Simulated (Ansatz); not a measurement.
The structure in question:

```cif
data_structure
_symmetry_space_group_name_H-M 'P 1'
_symmetry_Int_Tables_number 1
_cell_length_a 5.0150
_cell_length_b 5.0150
_cell_length_c 3.3107
_cell_angle_alpha 90.000
_cell_angle_beta 90.000
_cell_angle_gamma 90.000
_cell_volume 83.27
loop_
_atom_site_label
_atom_site_type_symbol
_atom_site_fract_x
_atom_site_fract_y
_atom_site_fract_z
_atom_site_occupancy
Hf1 Hf 0.00000 0.00000 0.00000 1
Hf2 Hf 0.50000 0.50000 0.50000 1
N1 N 0.19895 0.80105 0.50000 1
N2 N 0.30105 0.30105 0.00000 1
N3 N 0.69895 0.69895 0.00000 1
N4 N 0.80105 0.19895 0.50000 1
```

Question: What would you see if this were drawn?

Answer: Its composition is HfN₂. The atoms follow space group P4_2/mnm (No. 136); the Bravais lattice is primitive tetragonal. It adopts the structure known as rutile. One cell contains 2 Hf, 4 N, 6 atoms in all. The polyhedra are HfN6 octahedra; they share corners and edges. Hf bonds to six N in a distorted octahedral arrangement at 2.14 to 2.18 Å. N is coordinated by three Hf at 2.14 to 2.18 Å. Not all metal-metal contacts are counted. The bonds build a three-dimensional framework.

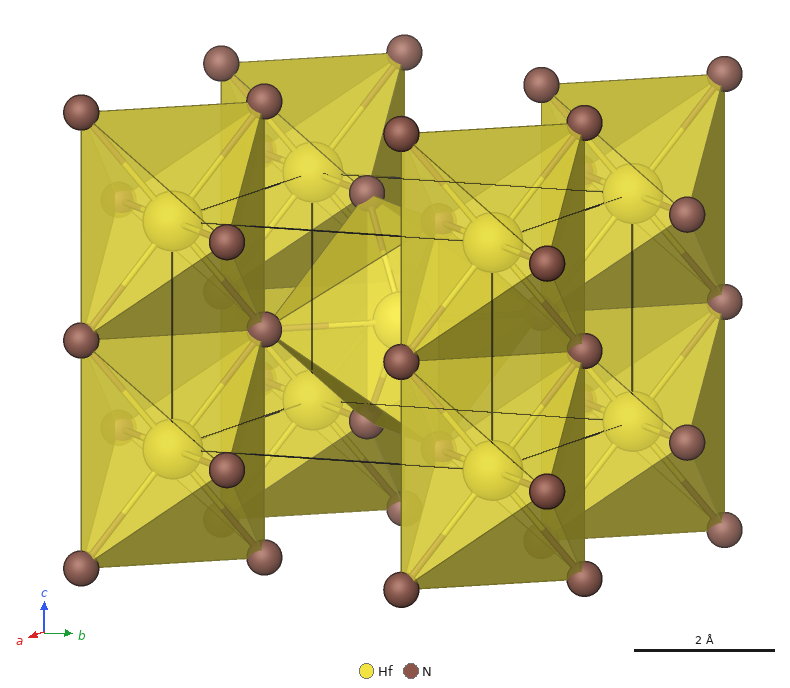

Polyhedral drawing of the structure, looking slightly off an axis. One conventional unit cell is outlined, and atoms on its boundary appear in each equivalent place. Some atoms of the next cells are drawn as well.

Its origin is a structure listed in the Materials Project, with elements exchanged, so it need not be a known form of the compound. Atoms and cell were optimised with DFT PBE, scalar-relativistic, plane waves, PAW in Ansatz 0.2.0.
